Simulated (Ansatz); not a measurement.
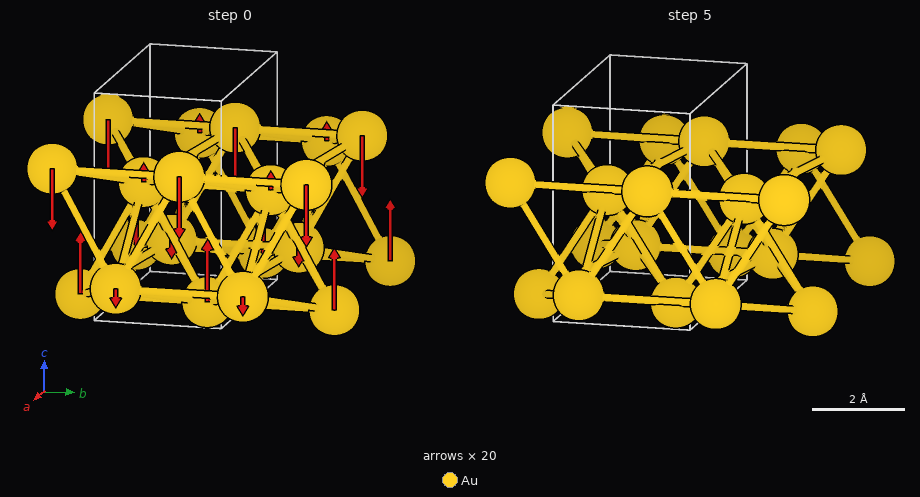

The structure of a crystal of Au (a generated structure, set up in Pmma) (coarse preliminary run) before (left) and after (right) a relaxation, at one scale. The red arrows give the displacements (the part carried along by the change of the cell is left out), magnified 20 times.

A ball-and-stick model of the cell of the calculation, repeated 2 × 2 × 1 with one cell outlined, seen slightly off an axis.

Level of theory: Ansatz 0.2.0, DFT PBE, scalar-relativistic, plane waves, PAW.

The input:
```yaml
crystal:
  lattice:
    - [4.70443875, 0.0, 0.0]
    - [0.0, 2.87277235, 0.0]
    - [0.0, 0.0, 5.11087868]
  atoms:
    - { symbol: Au, position: [0.25, 0.0, 0.17051655] }
    - { symbol: Au, position: [0.75, 0.0, 0.82948345] }
    - { symbol: Au, position: [0.25, 0.5, 0.68046874] }
    - { symbol: Au, position: [0.75, 0.5, 0.31953126] }
basis:
  ecutwfc: 420
kpoints:
  mp_grid: { grid: [4, 6, 4] }
hamiltonian:
  xc: pbe
scf:
  occupations: { method: gaussian, width: 0.1 }
  lower_state_search: "off"
output:
  forces: true
  stress: true
  eigenvalues: true
relax:
  adjacent_minimum: "off"
  f_tol: 0.04
  max_steps: 70
  cell: { stress_tol: 0.4 }
```

Command:
```bash
ansatz run input.yaml --threads 1 --pin off --max-ram 2560MiB --backend cpu --events-out ev --progress --plain --runs-dir out
```

Q: Summarise the run.

A: The energy falls by 0.172 eV per cell of the calculation in 4 accepted moves (5 points after the start). The largest force component goes from 0.41 to 0.0018 eV/Å. Pressure: 7.16 GPa at the start and −0.17 GPa at the end. The SCF was repeated once at an unchanged geometry on a basis and grid sized afresh for the cell, which shifted the energy by 1.1 meV per cell of the calculation at most. The largest moves relative to the cell, 0.071 Å, are those of Au1 and Au2. Au2 goes along −c. Cell: a 4.704 → 4.797 Å (+2.0 %), b 2.873 → 3.095 Å (+7.8 %), c 5.111 → 4.863 Å (−4.9 %). Volume +4.5 %. Near-neighbour distances that change, for instance: Au1–Au1 2.873 → 3.095 Å, Au1–Au3 2.976 → 2.882 Å, Au1–Au2 2.928 → 2.999 Å, Au1–Au4 2.859 → 2.923 Å. The space group (tolerance 0.01 Å) goes from Pmma (No. 51) to Cmcm (No. 63).
